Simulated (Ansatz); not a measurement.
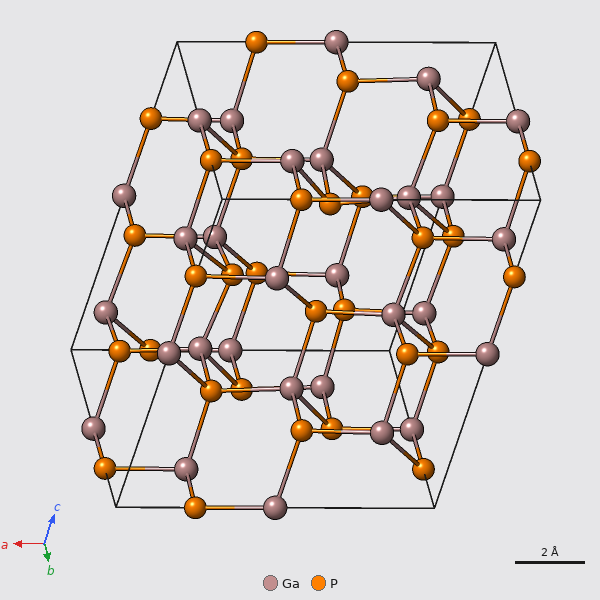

Drawn in the ball-and-stick manner and seen from a general direction. The wireframe shows the supercell. The host is GaP, in a cell of 32 sites, and the cell carries a charge of -2.

Where does the cell differ from the host, and how?

A gallium vacancy. Around the empty site lie four P at about 2.2 Å.

Level of theory and settings: DFT PBE, scalar-relativistic, plane waves, PAW (Ansatz), a plane-wave cutoff of 420 eV, a 2×2×2 k-point grid, Gaussian smearing of 0.01 eV, collinear spins.

Is there a net spin in the supercell?

Yes, 0.2 μB in the cell.

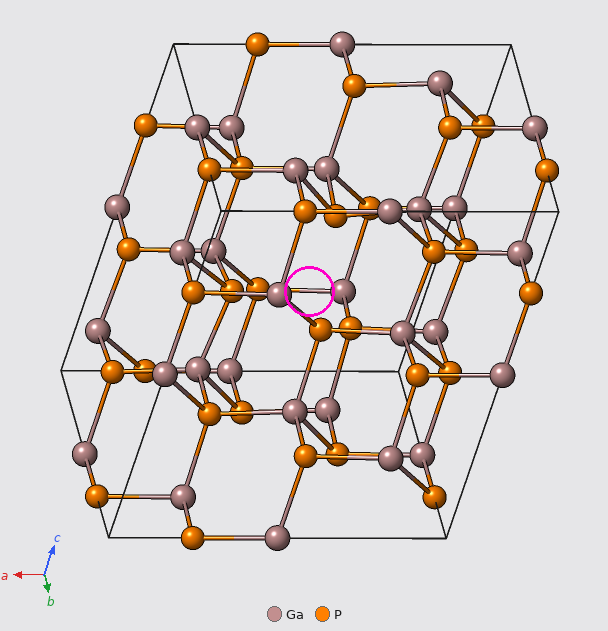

The same cell with a ring at the defect's site.

The atoms were relaxed in the host's cell with DFT PBE, scalar-relativistic, plane waves, PAW in Ansatz 0.2.0.
